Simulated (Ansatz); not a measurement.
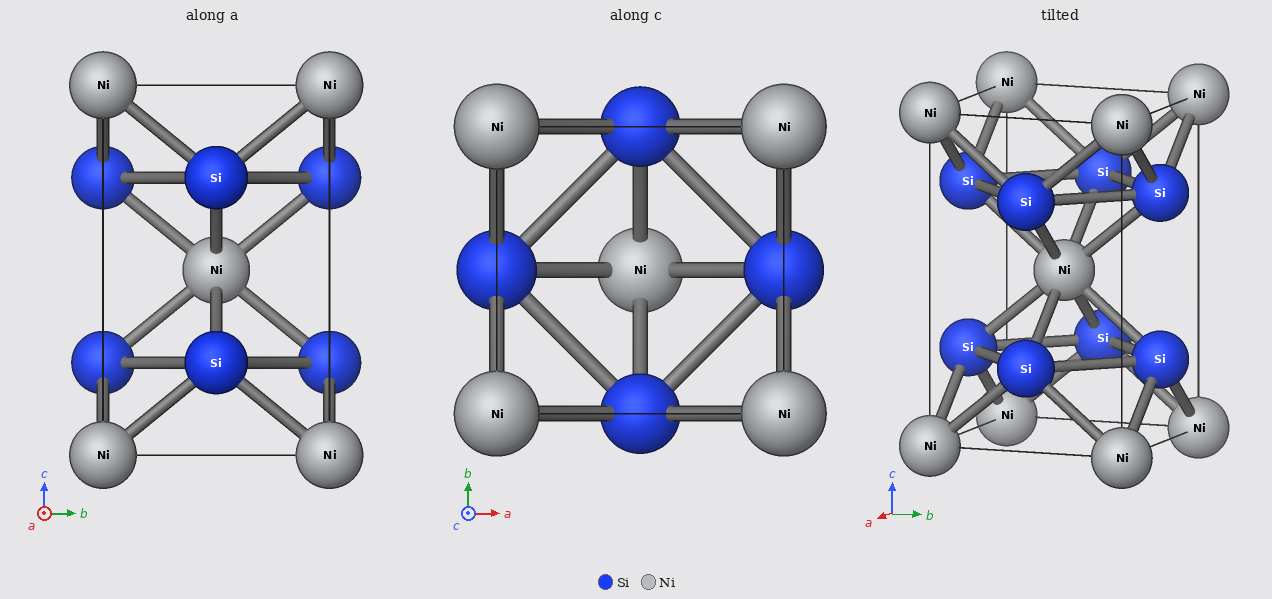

Drawn in the ball-and-stick manner and seen along the a axis, along the c axis and slightly off an axis. The frame is the conventional unit cell; atoms at its boundary are shown with their periodic copies. Cell: a = 3.620 Å, b = 3.620 Å, c = 5.913 Å, α = 90.00°, β = 90.00°, γ = 90.00°.

Describe the arrangement of the atoms.

- The stoichiometry is Si₂Ni.
- It takes space group I4/mmm (No. 139) on a body-centred tetragonal lattice.
- The cell has 6 atoms, namely 4 Si, 2 Ni.
- Coordination numbers (contacts within bonding distance): Si 8 and Ni 8.

Source of the structure: a structure listed in the Materials Project. It was relaxed with Ansatz 0.2.0, DFT PBE, scalar-relativistic, plane waves, PAW under a constraint or pressure on the cell, so some stress remains.

At this level of theory the cell isn't at rest (compressed, at 7 GPa), so its distances can differ from those at equilibrium, the more so the softer the solid.
